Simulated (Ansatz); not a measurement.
**Ge3Si: geometry relaxation (part 2 of 2)**

Continued. System: Ge3Si (P3m1, 8 atoms in the cell). Method: DFT PBE, scalar-relativistic, plane waves, PAW, no spin polarisation (Ansatz 0.2.0); cutoff 420 eV, 10×6×6 k-mesh, Gaussian smearing of 0.1 eV. The structure derives from a Materials Project entry. It belongs to a series of runs on one base structure; here: 2 of 8 Ge sites taken by Si, cell and atoms relaxed.

Geometry of the input (Å; fractional positions):
```
2.0033  3.4697  0.0000
0.0000  0.0000  6.6108
6.0098  -3.4697  0.0000
Ge 0.5000  0.0628  0.1667
Ge 1.0000  0.0628  0.6667
Si 0.5000  0.5628  0.8333
Si 1.0000  0.5628  0.3333
Ge 0.5000  0.4372  0.1667
Ge 1.0000  0.4372  0.6667
Ge 0.5000  0.9372  0.8333
Ge 1.0000  0.9372  0.3333
```

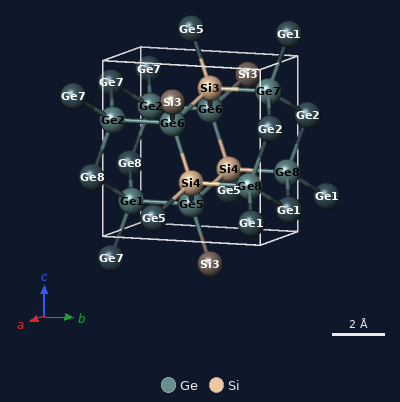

*The geometry at step 3 of the log (ball-and-stick view of the cell of the calculation, seen slightly off an axis; neighbours outside the cell are drawn fainter; atoms are numbered from 1 in the order of the input).*

Output, continued
```
--- Forces (eV/Å), atoms counted from 1 ---
  atom   1  Ge     0.00001802    -0.00001040    -0.00209796
  atom   2  Ge     0.00001802    -0.00001040    -0.00209796
  atom   3  Si    -0.00002090     0.00001207     0.00565982
  atom   4  Si    -0.00002090     0.00001207     0.00565982
  atom   5  Ge     0.00003161    -0.00001825    -0.00281651
  atom   6  Ge     0.00003161    -0.00001825    -0.00281651
  atom   7  Ge    -0.00002863     0.00001653    -0.00074579
  atom   8  Ge    -0.00002863     0.00001653    -0.00074579
  max |Σ_I F_I| component: 8.53e-7 eV/Å
--- Stress (GPa, compression-positive) ---
       -0.048613       0.000937       0.000005
        0.000937      -0.047532      -0.000003
        0.000005      -0.000003      -0.037814
  P = ⅓ Tr σ = -0.0447 GPa (-0.447 kbar)
--- Band table (eV; the first three rows and the last of 120) ---
  k-point 0: bands = ["-17.0637", "-17.0623", "-17.0515", "-17.0514", "-17.0479", "-17.0177", "-16.9878", "-16.9878", "-16.9813", "-16.9670", "-16.9490", "-16.9473", "-16.9473", "-16.9344", "-16.9278", "-16.9277", "-16.9270", "-16.9130", "-16.9012", "-16.8911", "-16.8552", "-16.8498", "-16.8338", "-16.8118", "-16.8048", "-16.8047", "-16.7853", "-16.7729", "-16.7729", "-16.7525", "-4.7639", "-2.8217", "-2.7306", "-1.2466", "-0.5934", "0.3103", "1.2288", "3.2118", "4.6723", "4.9165", "6.1768", "6.1779", "6.2641", "7.4143", "7.6917", "7.7604", "7.7616", "8.1990", "8.2091", "9.4326", "9.8174", "9.8179", "10.3610", "11.1157", "11.1931", "11.8707"]
  k-point 1: bands = ["-17.0640", "-17.0620", "-17.0567", "-17.0529", "-17.0428", "-17.0209", "-16.9855", "-16.9850", "-16.9786", "-16.9675", "-16.9483", "-16.9473", "-16.9465", "-16.9352", "-16.9275", "-16.9269", "-16.9265", "-16.9114", "-16.9046", "-16.8912", "-16.8514", "-16.8513", "-16.8392", "-16.8123", "-16.8091", "-16.8077", "-16.7812", "-16.7709", "-16.7700", "-16.7532", "-4.6896", "-3.1161", "-2.6544", "-1.1276", "-0.6862", "0.3256", "1.6909", "3.1174", "4.7422", "5.1662", "5.4028", "6.0172", "6.3345", "6.5696", "7.3226", "7.6053", "8.2632", "8.4270", "8.9549", "9.4789", "9.8486", "10.0465", "10.6348", "11.1724", "11.2003", "11.5514"]
  k-point 2: bands = ["-17.0647", "-17.0618", "-17.0611", "-17.0561", "-17.0373", "-17.0269", "-16.9802", "-16.9789", "-16.9752", "-16.9692", "-16.9472", "-16.9471", "-16.9442", "-16.9373", "-16.9269", "-16.9257", "-16.9243", "-16.9120", "-16.9055", "-16.8923", "-16.8552", "-16.8495", "-16.8424", "-16.8192", "-16.8132", "-16.8120", "-16.7741", "-16.7685", "-16.7644", "-16.7554", "-4.4690", "-3.6362", "-2.4277", "-1.5735", "-0.1914", "0.3352", "2.6638", "3.0856", "4.2862", "4.9464", "5.2019", "5.6554", "5.7246", "6.5400", "6.9372", "7.2489", "8.4332", "8.7940", "9.4032", "9.5812", "10.5464", "10.5554", "10.8965", "11.0685", "11.1791", "11.3641"]
  k-point 119: bands = ["-17.0625", "-17.0625", "-17.0616", "-17.0616", "-17.0188", "-17.0188", "-16.9817", "-16.9817", "-16.9653", "-16.9653", "-16.9463", "-16.9463", "-16.9347", "-16.9347", "-16.9261", "-16.9261", "-16.9153", "-16.9153", "-16.9035", "-16.9035", "-16.8542", "-16.8542", "-16.8346", "-16.8346", "-16.8121", "-16.8121", "-16.7857", "-16.7857", "-16.7526", "-16.7526", "-2.3044", "-2.3044", "-2.0839", "-2.0839", "-0.0859", "-0.0859", "0.2833", "0.2833", "5.0933", "5.0933", "5.1790", "5.1790", "5.3163", "5.3163", "5.4571", "5.4571", "8.1016", "8.1016", "8.4396", "8.4396", "9.4925", "9.4925", "9.9432", "9.9432", "13.2839", "13.2839"]
--- Relaxed structure (3 steps of the walk, 3 accepted, 1 SCFs on fresh bases) ---
  F+E_penalty+E_count = -27041.26002922 eV   max|allowed force component| = 5.660e-3 eV/Å   (the final SCF, on the basis selected at the relaxed cell)
  cell:  # Å, volume = 182.8527 Å³
    - [1.9997383407840206, 3.4636484080525927, 0.0]
    - [3.23389344606179e-5, -1.867089251629875e-5, 6.600737756514629]
    - [5.998412012393733, -3.46318479009462, 3.919825040416804e-5]
  atoms:
    - { symbol: Ge, position: [0.5, 0.06323986605206654, 0.16667064637694162] }
    - { symbol: Ge, position: [1.0, 0.06323986605206654, 0.6666706463769416] }
    - { symbol: Si, position: [0.4999999999999999, 0.562469670668543, 0.8333289665807001] }
    - { symbol: Si, position: [1.0, 0.562469670668543, 0.3333289665806999] }
    - { symbol: Ge, position: [0.5, 0.44221284488359114, 0.166676887806026] }
    - { symbol: Ge, position: [1.0, 0.44221284488359114, 0.666676887806026] }
    - { symbol: Ge, position: [0.4999999999999999, 0.9320776183957995, 0.8333234992363325] }
    - { symbol: Ge, position: [0.9999999999999998, 0.9320776183957995, 0.3333234992363323] }
```

Trajectory as extended XYZ (Å, eV, eV/Å), 4 frames, from step=1 to step=4
```
8
Lattice="2.0033 3.4697 0.0000 0.0000 0.0000 6.6108 6.0098 -3.4697 0.0000" Properties=species:S:1:pos:R:3:forces:R:3 step=1 energy=-27041.23002 pressure_GPa=-0.34
Ge    2.0033    1.1566    0.4154    0.0000   0.0000  -0.0036
Ge    6.0098    1.1566    0.4154    0.0000   0.0000  -0.0036
Si    6.0098   -1.1566    3.7208   -0.0001   0.0000   0.0003
Si    4.0065    2.3132    3.7208   -0.0001   0.0000   0.0003
Ge    2.0033    1.1566    2.8900    0.0001  -0.0001   0.4325
Ge    6.0098    1.1566    2.8900    0.0001  -0.0001   0.4325
Ge    6.0098   -1.1566    6.1954   -0.0001   0.0000  -0.4293
Ge    4.0065    2.3132    6.1954   -0.0001   0.0000  -0.4293
8
Lattice="2.0003 3.4647 0.0000 0.0000 -0.0000 6.6017 5.9994 -3.4638 0.0000" Properties=species:S:1:pos:R:3:forces:R:3 step=2 energy=-27041.25758 pressure_GPa=-0.10
Ge    2.0002    1.1550    0.4237   -0.0004   0.0003  -0.0810
Ge    6.0001    1.1554    0.4237   -0.0004   0.0003  -0.0810
Si    5.9996   -1.1541    3.7071    0.0006  -0.0004   0.0775
Si    4.0001    2.3101    3.7071    0.0006  -0.0004   0.0775
Ge    2.0002    1.1550    2.9270   -0.0006   0.0004  -0.0937
Ge    6.0001    1.1554    2.9271   -0.0006   0.0004  -0.0937
Ge    5.9996   -1.1541    6.1456    0.0004  -0.0002   0.0971
Ge    4.0001    2.3101    6.1456    0.0004  -0.0002   0.0971
8
Lattice="1.9997 3.4636 0.0000 0.0000 -0.0000 6.6007 5.9984 -3.4632 0.0000" Properties=species:S:1:pos:R:3:forces:R:3 step=3 energy=-27041.26016 pressure_GPa=-0.04
Ge    1.9996    1.1546    0.4174    0.0000   0.0000  -0.0021
Ge    5.9987    1.1548    0.4175    0.0000   0.0000  -0.0021
Si    5.9985   -1.1542    3.7127    0.0000   0.0000   0.0056
Si    3.9992    2.3093    3.7127    0.0000   0.0000   0.0056
Ge    1.9997    1.1546    2.9189    0.0000   0.0000  -0.0028
Ge    5.9988    1.1548    2.9190    0.0000   0.0000  -0.0028
Ge    5.9985   -1.1541    6.1524    0.0000   0.0000  -0.0008
Ge    3.9992    2.3093    6.1524    0.0000   0.0000  -0.0008
8
Lattice="1.9997 3.4636 0.0000 0.0000 -0.0000 6.6007 5.9984 -3.4632 0.0000" Properties=species:S:1:pos:R:3:forces:R:3 step=4 energy=-27041.26003 pressure_GPa=-0.04
Ge    1.9996    1.1546    0.4174    0.0000   0.0000  -0.0021
Ge    5.9987    1.1548    0.4175    0.0000   0.0000  -0.0021
Si    5.9985   -1.1542    3.7127    0.0000   0.0000   0.0057
Si    3.9992    2.3093    3.7127    0.0000   0.0000   0.0057
Ge    1.9997    1.1546    2.9189    0.0000   0.0000  -0.0028
Ge    5.9988    1.1548    2.9190    0.0000   0.0000  -0.0028
Ge    5.9985   -1.1541    6.1524    0.0000   0.0000  -0.0007
Ge    3.9992    2.3093    6.1524    0.0000   0.0000  -0.0007
```

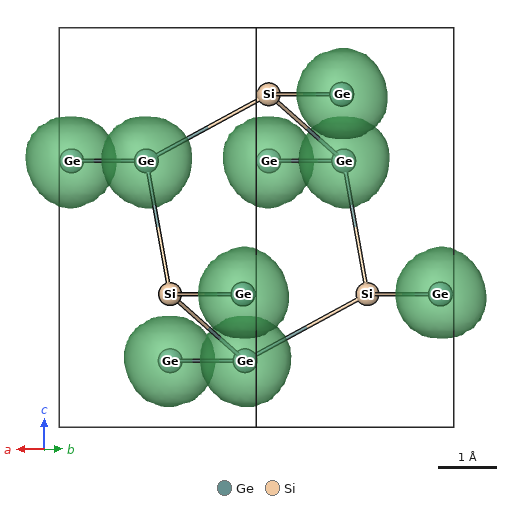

*Isosurface of the valence electron density at 0.8 e/Å³ (green), seen along [110]. Sticks mark near contacts. The outline is the calculation cell.*

At this value the density breaks into separate islands; it holds about 65 % of the electrons treated as valence (semicore included). It is pinched off along the Si–Ge (2.44 Å) and Ge–Ge (2.47 Å) contacts. On the grid the lowest density along these lines, outside the cores, is 0.49 e/Å³ (Si–Ge, 2.44 Å) and 0.5 e/Å³ (Ge–Ge, 2.47 Å). Core electrons are frozen (PAW), so the fields are smoothed inside the atomic spheres.

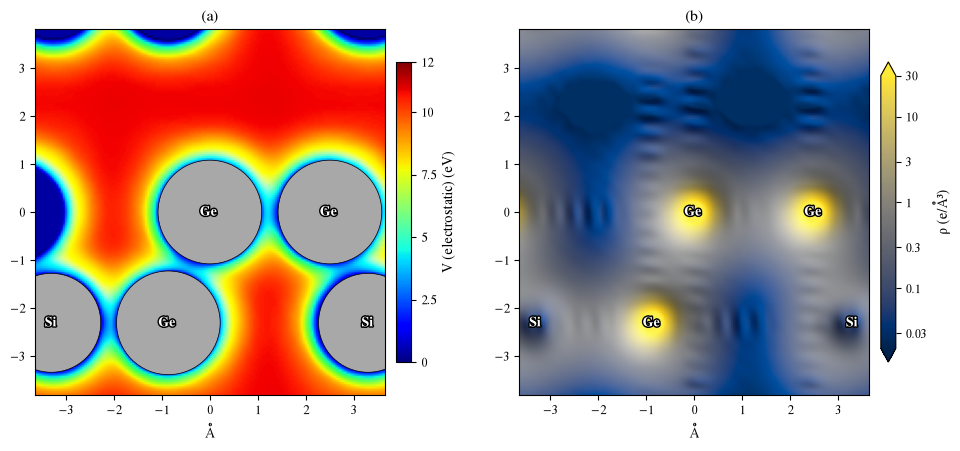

*(a) electrostatic potential (local pseudopotential plus Hartree) felt by an electron; (b) valence pseudo-density on the (100) plane of the calculation cell. Grey discs, where drawn, cover atomic cores.*

The plane passes through Ge and Si nuclei. Si–Ge (2.44 Å): ρ at the midpoint is about 0.52 e/Å³. Ge–Ge (2.47 Å): ρ at the midpoint is about 0.49 e/Å³. Away from the nuclei the density in this plane falls to 0.01 e/Å³ at its lowest. Outside the cores the potential energy rises away from the atoms and is highest about 2.6 Å from the nearest atoms; outside the discs it spans about 10 eV, and its zero is arbitrary.

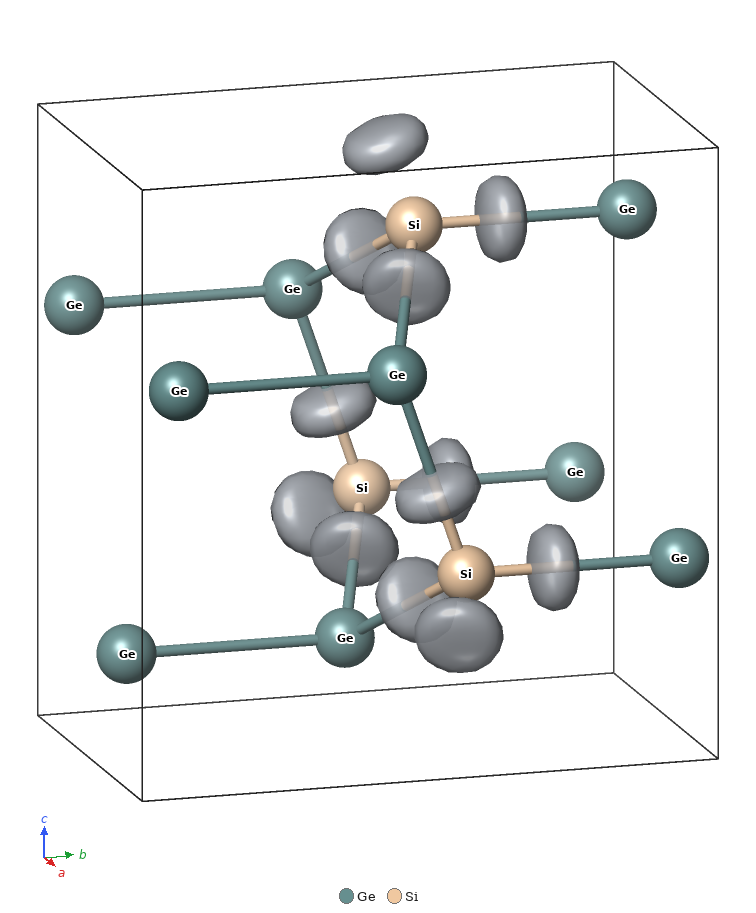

*Isosurface of the electron localisation function at 0.85 (grey), seen slightly off an axis. Only the valence region is drawn (cores and ρ < 0.01 e/Å³ removed). Sticks mark near contacts. The outline is the calculation cell.*

Key numbers

- outcome: converged
- space group (tolerance 0.01 Å): P3m1 (156)
- electrons treated: 92
- free energy: −27041.2600 eV
- Fermi energy: 7.763 eV
- gap on the k-point mesh: none (metallic)
- pressure: −0.04 GPa
- final volume: 182.85 Å³
- largest force (length of the vector) at the end: 0.006 eV/Å
- final cell: a = 3.999 Å, b = 6.601 Å, c = 6.926 Å, α = 90.00°, β = 90.00°, γ = 90.00°
- wall time: 5.8 min
- peak memory: 1 GiB
